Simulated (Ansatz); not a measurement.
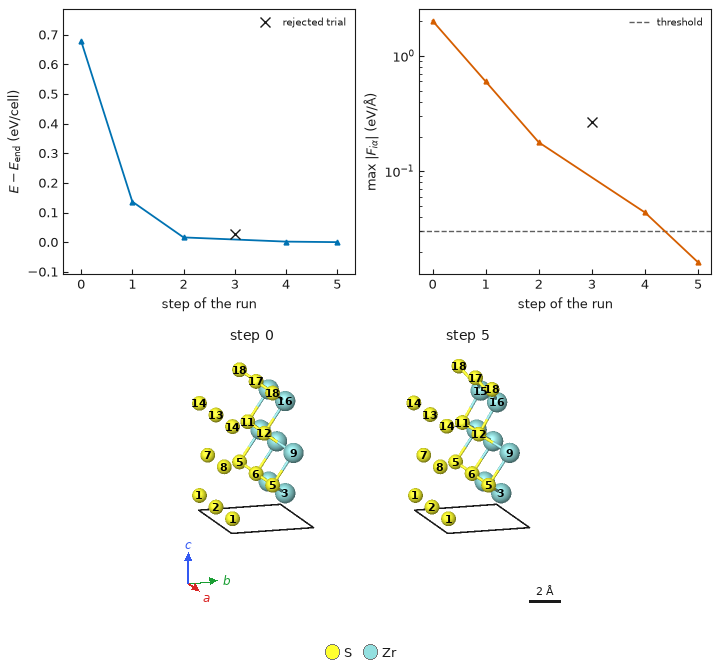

First and last geometry of a constrained relaxation of a slab of composition ZrS₂ (cut from the P-3m1 phase), with the history of the run. A ball-and-stick model of the cell of the calculation, outlined in the plane, without the vacuum (origin shifted), seen slightly off an axis.

Case: clean slab, lower half held. The slab is the (1 0 0) face of ZrS2. 8 atoms are held fixed.

Theory: Ansatz, DFT PBE+D3(BJ), scalar-relativistic, plane waves, PAW. Set-up: plane-wave cutoff 420 eV; k-point mesh 4 × 5 × 1; occupations gaussian; smearing width 0.05 eV; no spin polarisation; dipole correction; atoms relaxed in a fixed cell; force threshold 0.03 eV/Å; at most 70 steps.

Q: What do the curves and the structures tell?

A: It converged. The largest moves, 0.33 Å, are those of S atoms. By element the largest moves are S 0.33 Å, Zr 0.29 Å. The cell doesn't change. Among the contacts that change: S–Zr 2.557 → 2.443 Å, S–Zr 2.557 → 2.624 Å, S–Zr 2.557 → 2.512 Å, S–Zr 2.557 → 2.600 Å. Bond angles that change, for instance: S–Zr–S 180.0° → 162.4°, S–Zr–S 90.6° → 105.6°, Zr–S–Zr 90.6° → 96.1°. Over 4 accepted moves (5 points after the start) the energy falls by 0.679 eV per cell of the calculation. Largest force component: 2 eV/Å at the start, 0.016 eV/Å at the end. The line search rejected the trial step at point 3 of the run. The run took 4.9 min on 4 threads of Intel(R) Xeon(R) Processor @ 2.50GHz (Skylake/Cascade Lake), on a shared host, peak memory 2.4 GiB.
